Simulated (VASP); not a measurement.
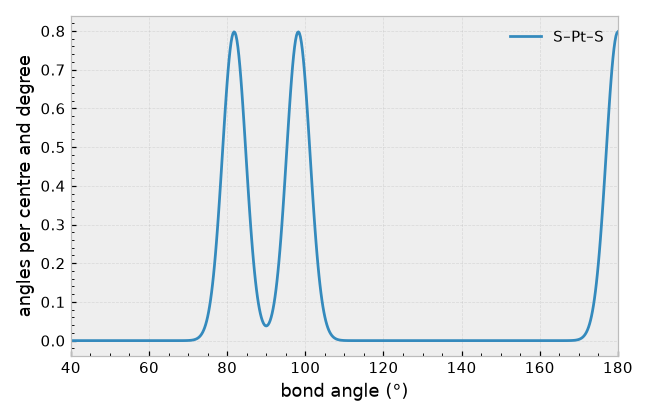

Bond-angle distributions computed from the structure of PtS2; each angle is a Gaussian of σ = 3.0°. Bonds counted: Pt–S up to 2.94 Å. Structure used: an entry of the Crystallography Open Database, as set up for an electronic-structure calculation.

**Give the groups of angles for each curve.**

S–Pt–S: 82° (6 per centre); 98° (6 per centre); 180° (3 per centre)

**What coordination geometry do the angles point to, counting the bonds named above alone?**

Pt has 6 S neighbours in an octahedral arrangement (distorted).

The structure has space group P-3m1 (No. 164); other forms of this composition would give other results.
